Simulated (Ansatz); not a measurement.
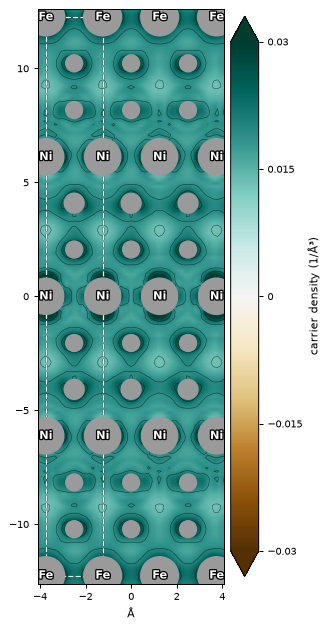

Figure. FeNi$_{3}$. Where the extra electron sits when 0.5 electron is added to the 4-atom cell of the calculation (uniform compensating background, atoms fixed); the change of density for each carrier, counted positive where the carrier is: a map on the (010) plane of the conventional cell, with grey discs over the atomic cores. Cores are masked to 0.9 Å (Fe) and 0.8 Å (Ni).

Space group R-3m; spin-polarised. The cell comes from a database of computed structures, not from a measurement.

Level of theory: Ansatz, DFT PBE, scalar-relativistic, plane waves, PAW.

In a PAW calculation such maps are meaningful between the atoms, not at the nuclei.

> Describe the change of density.

Summed over atomic cells sized by the Bader volumes, the added electron divides as Ni about 75 % and Fe about 25 %; these cells fill 25 % (Fe) and 75 % (Ni) of the volume.
- Over the whole cell, outside the cores, it is densest 0.9 Å from a nickel nucleus.
- The counter-flow of charge adds up to under 0.1 e for each carrier.
- These are shares of the net change, screening included; the states that take the carrier can be more concentrated.
- This is very heavy doping, far beyond the dilute limit.
- The cell's moment goes from 4.49 to 4.08 μB.
